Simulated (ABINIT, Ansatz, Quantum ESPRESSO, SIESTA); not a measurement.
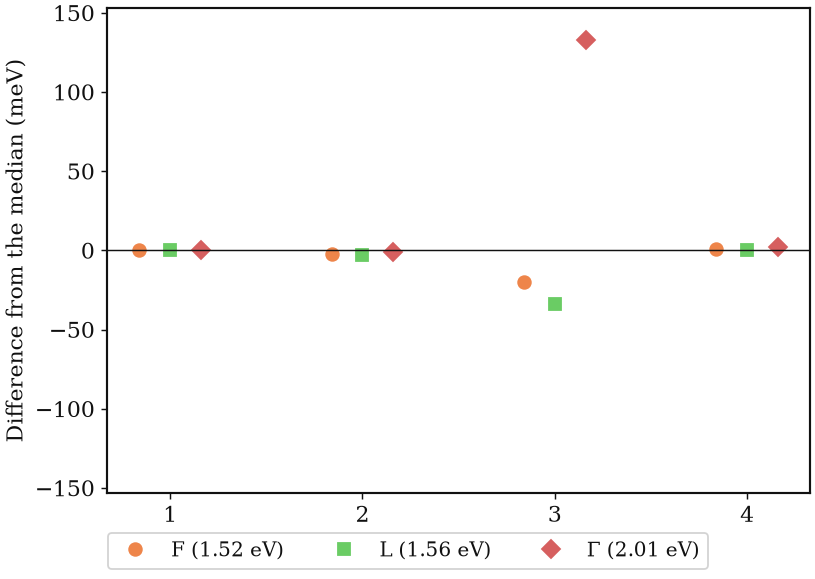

Lowest conduction level at each named k point, counted from the valence-band top at Z, for MoS₂, space group R3m, 3 atoms in the primitive cell; a = 3.160 Å, c = 18.450 Å (hexagonal axes). Four programs ran PBEsol (no spin polarisation, no spin-orbit coupling) on the same cell and 10×10×10 k mesh. The plot shows each result less the median of the plane-wave runs, which the legend gives. In reduced coordinates of the cell that was run, F is (0.5, 0.5, 0), L is (0.5, 0, 0) and Z is (0.5, 0.5, 0.5). The smallest gap over all k points computed is less than these values: 0.91 eV in Ansatz, from the valence top at Z to the conduction bottom at (0, 0.2, −0.2) in reduced coordinates.

> The programs are ABINIT, Ansatz, Quantum ESPRESSO and SIESTA. Which number lies farthest out, and which program is it likely to be?

Number 3, off by +133 meV at Γ; it is SIESTA (local basis). The numbers: 1 Quantum ESPRESSO; 2 Ansatz; 3 SIESTA; 4 ABINIT.

The plane-wave programs (Ansatz, ABINIT and Quantum ESPRESSO) agree within 4 meV at these points. SIESTA departs by up to +133 meV (at Γ).

```csv
program,kind,valence electrons,F (eV),L (eV),Γ (eV)
Quantum ESPRESSO,plane waves,26,1.516,1.563,2.008
Ansatz,plane waves,26,1.514,1.560,2.007
SIESTA,local basis,26,1.496,1.529,2.141
ABINIT,plane waves,26,1.517,1.563,2.010
```

Settings. GBRV 1.5 PBEsol, 612 eV cutoff, Fermi-Dirac smearing of 0.05 eV (Quantum ESPRESSO 7.5). Ansatz PAW, 420 eV cutoff, Fermi-Dirac smearing of 0.05 eV (Ansatz). PseudoDojo 0.4 standard (PBEsol files), Fermi-Dirac smearing of 0.05 eV (SIESTA 5.4.2). PseudoDojo NC SR PBEsol v0.4.1 standard, 1088 eV cutoff, Fermi-Dirac smearing of 0.05 eV (ABINIT).

Spin-orbit coupling is left out, which matters for Mo. LDA, GGA and most meta-GGA functionals understate gaps. Ansatz: the PAW data sets were made with another functional. SIESTA: the basis of atomic orbitals isn't converged, which shifts gaps and empty levels.
